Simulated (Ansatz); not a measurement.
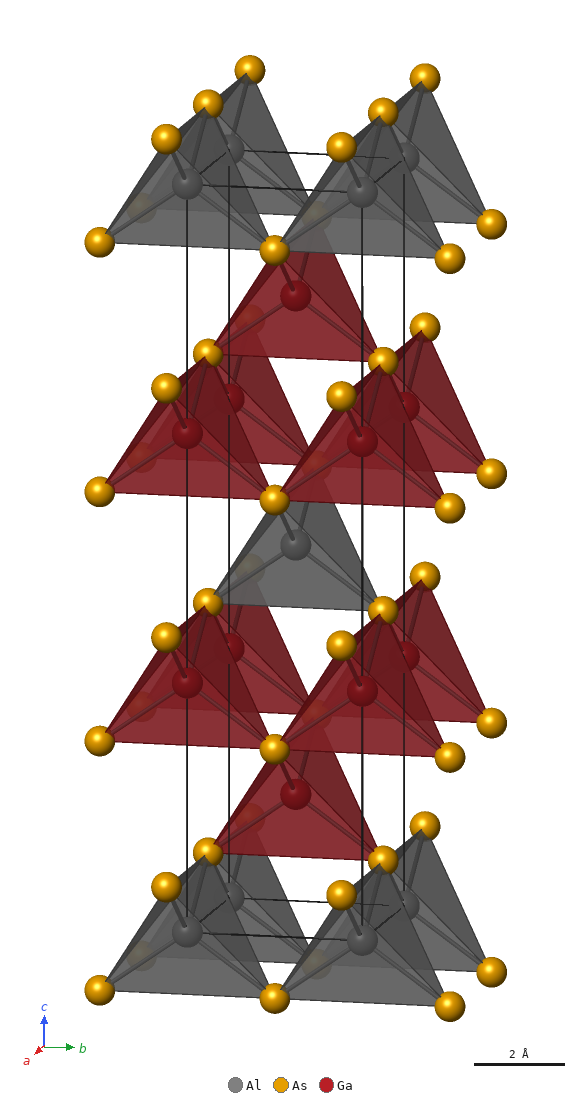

Crystal structure, polyhedral style, seen slightly off an axis. The edges of the conventional unit cell are marked. Some atoms of the next cells are drawn as well.

AlGa₂As₃, space group I-4m2 (No. 119), a = 4.012 Å, b = 4.012 Å, c = 17.002 Å, α = 90.00°, β = 90.00°, γ = 90.00°. Provenance: a structure type filled with these elements by a generator (whether the compound takes this form wasn't checked). Earlier steps of the study, as a rule a relaxation of our own, may have changed the cell and positions, so they can lie some per cent off the listed ones. It was run through Ansatz as a DFT input.

This one geometry was computed with Ansatz (DFT, plane waves, PAW) at five levels of theory: PBE0, PBE, HSE06, r2SCAN and PBE with spin-orbit coupling. It was relaxed beforehand with r2SCAN.

Which level gives the highest pressure at this volume, and what does that say about its equilibrium volume?

Highest: PBE (2.5 GPa) and PBE with spin-orbit coupling (2.5 GPa), which points to the largest equilibrium volume. Lowest, with the smallest volume: PBE0 (0.3 GPa), HSE06 (0.5 GPa) and r2SCAN (0.0 GPa). Levels within 0.5 GPa of each other can't be told apart.

How does the band gap change with the level of theory?

PBE with spin-orbit coupling: a gap of 0.79 eV, direct; PBE: a gap of 0.89 eV, direct; r2SCAN: a gap of 1.38 eV, direct; HSE06: a gap of 1.75 eV, direct; PBE0: a gap of 2.33 eV, direct.

Collect the results in a table.

| level | cutoff (eV) | k-mesh of the run's cell | gap (eV) | pressure (GPa) |
| --- | --- | --- | --- | --- |
| PBE0 | 420 | 6×6×6 | 2.33 | 0.3 |
| PBE | 420 | 10×10×10 | 0.89 | 2.5 |
| HSE06 | 420 | 6×6×6 | 1.75 | 0.5 |
| r2SCAN | 500 | 10×10×10 | 1.38 | 0.0 |
| PBE with spin-orbit coupling | 420 | 10×10×10 | 0.79 | 2.5 |

Gaps are taken on the k-mesh or band path of each run.
